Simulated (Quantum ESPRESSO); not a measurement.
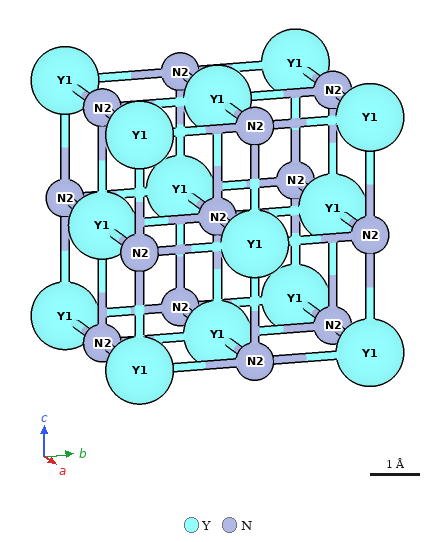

**Figure 1.** The input geometry (ball-and-stick view of the cell 4 times as large as that of the calculation, set on its symmetry axes, seen slightly off an axis; atoms are numbered from 1 in the order of the input). An atom can appear more than once, as a periodic image.

Single-point calculation of YN (part 1 of 2)

- system: YN (2 atoms in the cell)
- method: Kohn-Sham DFT of a periodic cell, PBE, DFT+U, spin-orbit coupling, PseudoDojo 0.4 FR PBE stringent, no spin polarisation (Quantum ESPRESSO 7.5)

The structure derives from an entry of the Crystallography Open Database. The geometry was changed: volume scaled by 1.08.

### Input file
```
&CONTROL
  calculation = 'scf'
  prefix = 'pwscf'
  outdir = './tmp'
  pseudo_dir = './pseudo'
  tprnfor = .true.
  tstress = .true.
  disk_io = 'nowf'
/
&SYSTEM
  ibrav = 0
  nat = 2
  ntyp = 2
  ecutwfc = 84
  nbnd = 34
  occupations = 'smearing'
  smearing = 'fd'
  degauss = 0.00367493
  noncolin = .true.
  lspinorb = .true.
/
&ELECTRONS
  conv_thr = 4d-10
  electron_maxstep = 120
  mixing_beta = 0.3
/
ATOMIC_SPECIES
Y     88.9058 Y.upf
N     14.0070 N.upf
CELL_PARAMETERS angstrom
   0.0000000000    2.5018658076    2.5018658076
   2.5018658076    0.0000000000    2.5018658076
   2.5018658076    2.5018658076    0.0000000000
ATOMIC_POSITIONS crystal
Y      0.0000000000    0.0000000000    0.0000000000
N      0.5000000000    0.5000000000    0.5000000000
K_POINTS automatic
6 6 6 0 0 0
HUBBARD {ortho-atomic}
U Y-4d 3.5
```

Run on 1 thread of INTEL XEON PLATINUM @ 2.30GHz (Emerald Rapids), 24 GiB of memory available, shared host.

Launch command:
```bash
OMP_NUM_THREADS=1 pw.x -in pw.in > pw.out
```

### The program's output
```
This program is part of the open-source Quantum ESPRESSO suite
     for quantum simulation of materials; please cite
         "P. Giannozzi et al., J. Phys.:Condens. Matter 21 395502 (2009);
         "P. Giannozzi et al., J. Phys.:Condens. Matter 29 465901 (2017);
         "P. Giannozzi et al., J. Chem. Phys. 152 154105 (2020);
          URL
     in publications or presentations arising from this work. More details at

     Message from routine setup:
     using ibrav=0 with symmetry is DISCOURAGED, use correct ibrav instead

     G-vector sticks info
     --------------------
     sticks:   dense  smooth     PW     G-vecs:    dense   smooth      PW
     Sum        1039    1039    313                22123    22123    3527

     Using Slab Decomposition

     bravais-lattice index     =            0
     lattice parameter (alat)  =       6.6862  a.u.
     unit-cell volume          =     211.3580 (a.u.)^3
     number of atoms/cell      =            2
     number of atomic types    =            2
     number of electrons       =        16.00
     number of Kohn-Sham states=           34
     kinetic-energy cutoff     =      84.0000  Ry
     charge density cutoff     =     336.0000  Ry
     scf convergence threshold =      4.0E-10
     mixing beta               =       0.3000
     number of iterations used =            8  plain     mixing
     Exchange-correlation= PBE
                           (   1   4   3   4   0   0   0)
     Non magnetic calculation with spin-orbit

     Hubbard projectors: ortho-atomic
     Hubbard parameters of DFT+U (Dudarev formulation) in eV:
     U(Y-4d) =  3.5000

     Internal variables: lda_plus_u =T, lda_plus_u_kind = 0

     Internal variables: orbital_resolved =F, hub_pot_fix =F, apply_U = F

     celldm(1)=   6.686177  celldm(2)=   0.000000  celldm(3)=   0.000000
     celldm(4)=   0.000000  celldm(5)=   0.000000  celldm(6)=   0.000000

     crystal axes: (cart. coord. in units of alat)
               a(1) = (   0.000000   0.707107   0.707107 )
               a(2) = (   0.707107   0.000000   0.707107 )
               a(3) = (   0.707107   0.707107   0.000000 )

     reciprocal axes: (cart. coord. in units 2 pi/alat)
               b(1) = ( -0.707107  0.707107  0.707107 )
               b(2) = (  0.707107 -0.707107  0.707107 )
               b(3) = (  0.707107  0.707107 -0.707107 )

     PseudoPot. # 1 for Y  read from file:
     Y.upf
     Pseudo is Norm-conserving + core correction, Zval = 11.0
     Generated using ONCVPSP code by D. R. Hamann
     Using radial grid of 1766 points, 10 beta functions with:
                l(1) =   0
                l(2) =   0
                l(3) =   1
                l(4) =   1
                l(5) =   1
                l(6) =   1
                l(7) =   2
                l(8) =   2
                l(9) =   2
               l(10) =   2

     PseudoPot. # 2 for N  read from file:
     N.upf
     Pseudo is Norm-conserving + core correction, Zval =  5.0
     Generated using ONCVPSP code by D. R. Hamann
     Using radial grid of 1058 points,  6 beta functions with:
                l(1) =   0
                l(2) =   0
                l(3) =   1
                l(4) =   1
                l(5) =   1
                l(6) =   1

     atomic species   valence    mass     pseudopotential
     Y                11.00    88.90580     Y ( 1.00)
     N                 5.00    14.00700     N ( 1.00)

     48 Sym. Ops., with inversion, found

   Cartesian axes

     site n.     atom                  positions (alat units)
         1        Y      tau(   1) = (   0.0000000   0.0000000   0.0000000  )
         2        N      tau(   2) = (   0.7071068   0.7071068   0.7071068  )

     number of k points=    16  Fermi-Dirac smearing, width (Ry)=  0.0037
                       cart. coord. in units 2pi/alat
        k(    1) = (   0.0000000   0.0000000   0.0000000), wk =   0.0046296
        k(    2) = (   0.1178511   0.1178511  -0.1178511), wk =   0.0370370
        k(    3) = (   0.2357023   0.2357023  -0.2357023), wk =   0.0370370
        k(    4) = (  -0.3535534  -0.3535534   0.3535534), wk =   0.0185185
        k(    5) = (   0.2357023   0.0000000  -0.0000000), wk =   0.0277778
        k(    6) = (   0.3535534   0.1178511  -0.1178511), wk =   0.1111111
        k(    7) = (  -0.2357023  -0.4714045   0.4714045), wk =   0.1111111
        k(    8) = (  -0.1178511  -0.3535534   0.3535534), wk =   0.1111111
        k(    9) = (   0.0000000  -0.2357023   0.2357023), wk =   0.0555556
        k(   10) = (   0.4714045   0.0000000  -0.0000000), wk =   0.0277778
        k(   11) = (  -0.1178511  -0.5892557   0.5892557), wk =   0.1111111
        k(   12) = (  -0.0000000  -0.4714045   0.4714045), wk =   0.0555556
        k(   13) = (  -0.7071068   0.0000000   0.0000000), wk =   0.0138889
        k(   14) = (  -0.2357023  -0.4714045   0.7071068), wk =   0.1111111
        k(   15) = (  -0.1178511  -0.3535534   0.5892557), wk =   0.1111111
        k(   16) = (  -0.7071068   0.2357023   0.0000000), wk =   0.0555556

     Dense  grid:    22123 G-vectors     FFT dimensions: (  40,  40,  40)

     Initial potential from superposition of free atoms

     starting charge      15.9955, renormalised to      16.0000

     STARTING HUBBARD OCCUPATIONS:

     ================= HUBBARD OCCUPATIONS ================
     ------------------------ ATOM    1 ------------------------
     Tr[ns(  1)] (up, down, total) =   0.50000  0.50000  1.00000
     eigenvalues:
       0.100  0.100  0.100  0.100  0.100  0.100  0.100  0.100  0.100  0.100
     eigenvectors (columns):
       1.000  0.000  0.000  0.000  0.000  0.000  0.000  0.000  0.000  0.000
       0.000  1.000  0.000  0.000  0.000  0.000  0.000  0.000  0.000  0.000
       0.000  0.000  1.000  0.000  0.000  0.000  0.000  0.000  0.000  0.000
       0.000  0.000  0.000  1.000  0.000  0.000  0.000  0.000  0.000  0.000
       0.000  0.000  0.000  0.000  1.000  0.000  0.000  0.000  0.000  0.000
       0.000  0.000  0.000  0.000  0.000  1.000  0.000  0.000  0.000  0.000
       0.000  0.000  0.000  0.000  0.000  0.000  1.000  0.000  0.000  0.000
       0.000  0.000  0.000  0.000  0.000  0.000  0.000  1.000  0.000  0.000
       0.000  0.000  0.000  0.000  0.000  0.000  0.000  0.000  1.000  0.000
       0.000  0.000  0.000  0.000  0.000  0.000  0.000  0.000  0.000  1.000
     occupations, | n_(i1, i2)^(sigma1, sigma2) |:
       0.100  0.000  0.000  0.000  0.000  0.000  0.000  0.000  0.000  0.000
       0.000  0.100  0.000  0.000  0.000  0.000  0.000  0.000  0.000  0.000
       0.000  0.000  0.100  0.000  0.000  0.000  0.000  0.000  0.000  0.000
       0.000  0.000  0.000  0.100  0.000  0.000  0.000  0.000  0.000  0.000
       0.000  0.000  0.000  0.000  0.100  0.000  0.000  0.000  0.000  0.000
       0.000  0.000  0.000  0.000  0.000  0.100  0.000  0.000  0.000  0.000
       0.000  0.000  0.000  0.000  0.000  0.000  0.100  0.000  0.000  0.000
       0.000  0.000  0.000  0.000  0.000  0.000  0.000  0.100  0.000  0.000
       0.000  0.000  0.000  0.000  0.000  0.000  0.000  0.000  0.100  0.000
       0.000  0.000  0.000  0.000  0.000  0.000  0.000  0.000  0.000  0.100
     Atomic magnetic moment mx, my, mz =     0.000000    0.000000    0.000000

     Number of occupied Hubbard levels =    1.0000

     Atomic wfc used for Hubbard projectors are orthogonalized

     Starting wfcs are   28 randomized atomic wfcs +    6 random wfcs

     Self-consistent Calculation

     iteration #  1     ecut=    84.00 Ry     beta= 0.30
     Davidson diagonalization with overlap
     ethr =  1.00E-02,  avg # of iterations =  4.9

     ================= HUBBARD OCCUPATIONS ================
     ------------------------ ATOM    1 ------------------------
     Tr[ns(  1)] (up, down, total) =   0.46941  0.46941  0.93882
     eigenvalues:
       0.060  0.060  0.060  0.060  0.060  0.060  0.144  0.144  0.144  0.144
     eigenvectors (columns):
       0.000 -0.003  0.003 -0.001  0.000  0.000 -0.375  0.080  0.440 -0.063
      -0.177  0.035 -0.323  0.036 -0.000 -0.000  0.001  0.002 -0.001 -0.002
      -0.043 -0.216 -0.277  0.635  0.267 -0.512 -0.000  0.001 -0.001  0.001
       0.002  0.003  0.001  0.002  0.000 -0.000  0.574  0.109  0.515  0.100
       0.113  0.169 -0.168 -0.186  0.507  0.264  0.002  0.000  0.002  0.000
       0.001 -0.000  0.002 -0.000  0.000 -0.000  0.200  0.677 -0.189 -0.676
      -0.170 -0.642  0.258 -0.224 -0.071 -0.037  0.002 -0.000 -0.000  0.000
       0.097  0.157 -0.398 -0.424 -0.507 -0.264  0.003 -0.001 -0.001  0.001
       0.000 -0.000 -0.000  0.000 -0.000 -0.000  0.000 -0.000  0.000 -0.000
      -0.574  0.384  0.323 -0.292  0.267 -0.512  0.001 -0.003  0.001 -0.003
     occupations, | n_(i1, i2)^(sigma1, sigma2) |:
       0.144  0.000  0.000  0.000  0.000  0.000  0.000  0.000  0.000  0.000
       0.000  0.060  0.000  0.000  0.000  0.000  0.000  0.000  0.000  0.000
       0.000  0.000  0.060  0.000  0.000  0.000  0.000  0.000  0.000  0.000
       0.000  0.000  0.000  0.144  0.000  0.000  0.000  0.000  0.000  0.000
       0.000  0.000  0.000  0.000  0.060  0.000  0.000  0.000  0.000  0.000
       0.000  0.000  0.000  0.000  0.000  0.144  0.000  0.000  0.000  0.000
       0.000  0.000  0.000  0.000  0.000  0.000  0.060  0.000  0.000  0.000
       0.000  0.000  0.000  0.000  0.000  0.000  0.000  0.060  0.000  0.000
       0.000  0.000  0.000  0.000  0.000  0.000  0.000  0.000  0.144  0.000
       0.000  0.000  0.000  0.000  0.000  0.000  0.000  0.000  0.000  0.060
     Atomic magnetic moment mx, my, mz =     0.000000    0.000000   -0.000000

     Number of occupied Hubbard levels =    0.9388

     total energy              =    -102.22885314 Ry
     estimated scf accuracy    <       0.97770382 Ry

     iteration #  2     ecut=    84.00 Ry     beta= 0.30
     Davidson diagonalization with overlap
     ethr =  6.11E-03,  avg # of iterations =  1.5

     total energy              =    -102.40690079 Ry
     estimated scf accuracy    <       0.02963503 Ry

     iteration #  3     ecut=    84.00 Ry     beta= 0.30
     Davidson diagonalization with overlap
     ethr =  1.85E-04,  avg # of iterations =  2.2

     total energy              =    -102.40945297 Ry
     estimated scf accuracy    <       0.01345987 Ry

     iteration #  4     ecut=    84.00 Ry     beta= 0.30
     Davidson diagonalization with overlap
     ethr =  8.41E-05,  avg # of iterations =  1.4

     total energy              =    -102.41014869 Ry
     estimated scf accuracy    <       0.00019710 Ry

     iteration #  5     ecut=    84.00 Ry     beta= 0.30
     Davidson diagonalization with overlap
     c_bands:  1 eigenvalues not converged
     ethr =  1.23E-06,  avg # of iterations =  5.2

     total energy              =    -102.41016891 Ry
     estimated scf accuracy    <       0.00007980 Ry

     iteration #  6     ecut=    84.00 Ry     beta= 0.30
     Davidson diagonalization with overlap
     ethr =  4.99E-07,  avg # of iterations =  2.1

     total energy              =    -102.41017919 Ry
     estimated scf accuracy    <       0.00000794 Ry

     iteration #  7     ecut=    84.00 Ry     beta= 0.30
     Davidson diagonalization with overlap
     ethr =  4.96E-08,  avg # of iterations =  1.1

     total energy              =    -102.41018012 Ry
     estimated scf accuracy    <       0.00000144 Ry

     iteration #  8     ecut=    84.00 Ry     beta= 0.30
     Davidson diagonalization with overlap
     ethr =  9.02E-09,  avg # of iterations =  1.0
```
